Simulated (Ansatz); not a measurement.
Al3Ru2

```
Al Ru
1.0
     2.98116    0.00000    0.00000
     0.00000    2.98116    0.00000
     0.00000    0.00000   14.68798
Al Ru
6 4
Direct
  0.00000 0.00000 0.00000
  0.50000 0.50000 0.30774
  0.00000 0.00000 0.19226
  0.50000 0.50000 0.50000
  0.00000 0.00000 0.80774
  0.50000 0.50000 0.69226
  0.50000 0.50000 0.10366
  0.00000 0.00000 0.39634
  0.00000 0.00000 0.60366
  0.50000 0.50000 0.89634
```

Space group I4/mmm; a structure from a database of computed crystals, not necessarily the ambient phase; changed on purpose from its base cell (biaxial strain in the a-b plane, c and atoms relaxed: -3.0 %); computed pressure about 7 GPa in this cell; computed without spin polarisation.

Method: DFT PBEsol, scalar-relativistic, plane waves, PAW in Ansatz.

Q: What will maps of the valence pseudo-density and electron localisation function show?

A: Al–Al (2.82 Å): the density is about 0.23 e/Å³ at the midpoint; the ELF is about 0.45 at the midpoint.

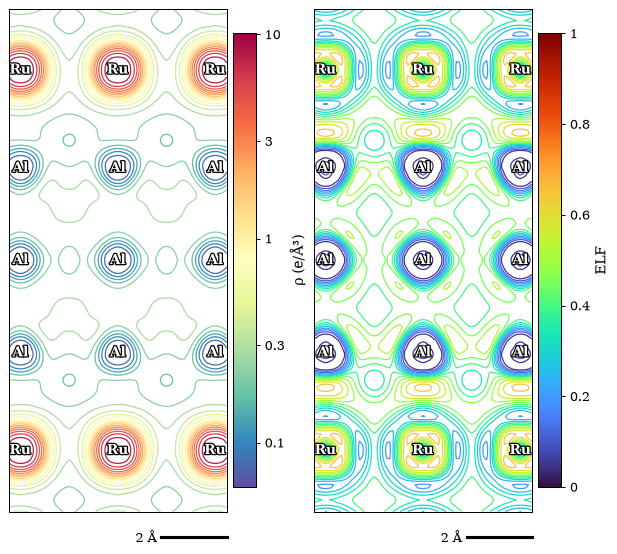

Computed valence pseudo-density and electron localisation function on the (100) plane of the conventional cell, in this order. 

In a PAW calculation such maps are meaningful between the atoms, not at the nuclei.
